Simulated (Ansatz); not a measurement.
## Electronic structure of SiSe4 in real space

```
Si Se
1.0
     4.82314    0.00000    0.00000
     0.00000    4.82314    0.00000
     0.00000    0.00000    4.82314
Si Se
1 4
Direct
  0.00000 0.00000 0.00000
  0.50000 0.00000 0.00000
  0.00000 0.50000 0.00000
  0.00000 0.00000 0.50000
  0.50000 0.50000 0.50000
```

Space group Pm-3m; a structure generated by program, which may or may not match a known phase.

Theory: DFT PBE, scalar-relativistic, plane waves, PAW (Ansatz).

The density is the valence pseudo-density of a PAW calculation; it isn't the true density close to the nuclei.

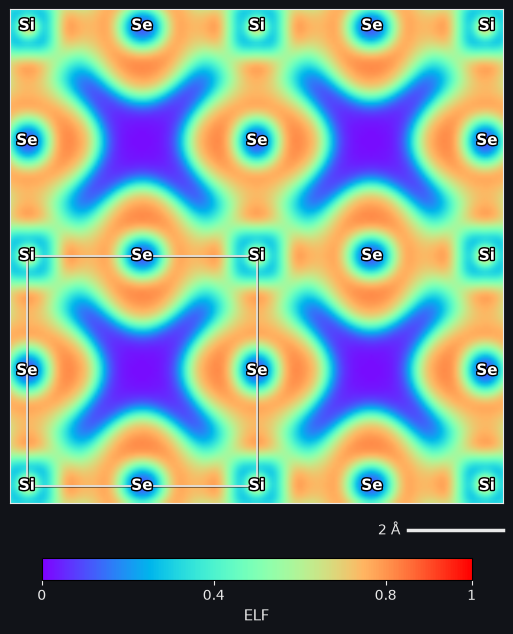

Figure 1. ELF on the (010) plane of the conventional cell.

**Interpret the plot.**

Atoms in the plane: Si and Se. Si–Se (2.41 Å): the ELF peaks at about 0.80 between the atoms. The ELF also peaks beside Se, away from the bonds: lone-pair regions.

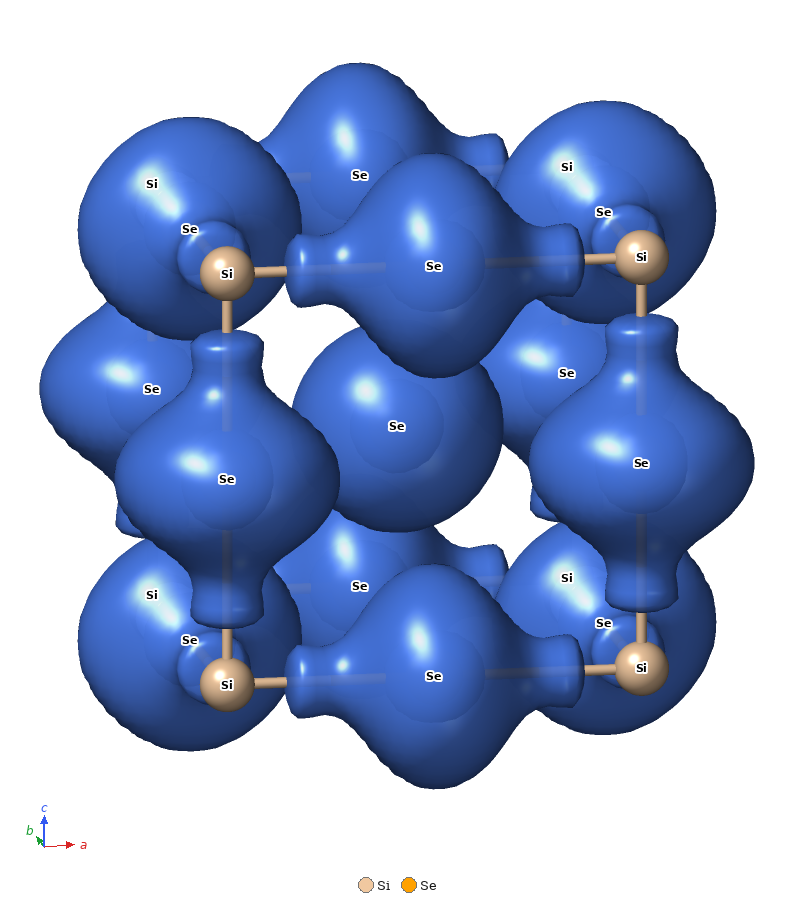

Figure 2. Isosurface of the electron localisation function at 0.65 (blue), seen slightly off an axis. Core shells and regions of very low density are left out. Sticks mark near contacts.

**What do the ELF domains correspond to?**

At this value the surface marks out three regions on Se in which the atom's valence shell and bonds are merged and one region wrapped around Se (its valence shell), counted in one cell of 5 atoms. Regions shared between cells count once.

**Does the calculation make it a metal, or give it a gap?**

It is metallic or semimetallic at this level of theory: no gap opens.
